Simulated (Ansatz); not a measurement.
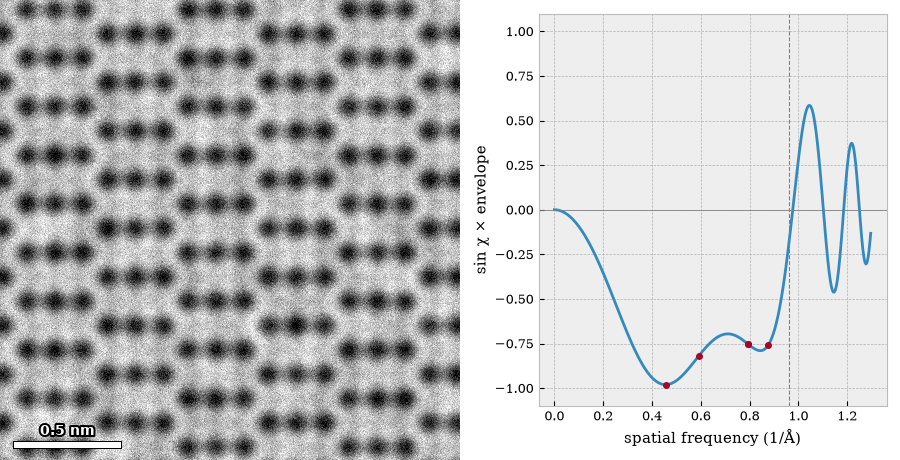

HRTEM-like image of Rh (P6/mmm, No. 191) along [101]. Simulated in the weak-phase-object approximation with neutral-atom potentials: 200 kV, Cs = 40 µm, defocus −120 Å (negative is underfocus), defocus spread 12 Å, aperture 0.96 1/Å. Shot noise and the speckle of an amorphous layer were added. Atomic positions: the geometry given to an electronic-structure calculation, possibly off equilibrium; the starting structure was generated, so it need not be a known form of this composition.

The plot gives the contrast transfer function, the aperture (dashed) and the crystal's spatial frequencies that carry visible contrast (dots).

**What point resolution do these settings give, and which lattice spacings pass?**

About 1.0 Å (0.66 |Cs|^(1/4) λ^(3/4) with λ = 0.0251 Å). The spacings that carry visible contrast are {101} at 2.18 Å, {111} at 1.69 Å, {211} at 1.26 Å, {300} at 1.26 Å, {112} at 1.14 Å.

**Do the atom columns appear dark or bright, and why?**

Dark. With positive Cs and underfocus sin χ is negative over the pass band, so the strongest columns (Rh) come out darker than the background.
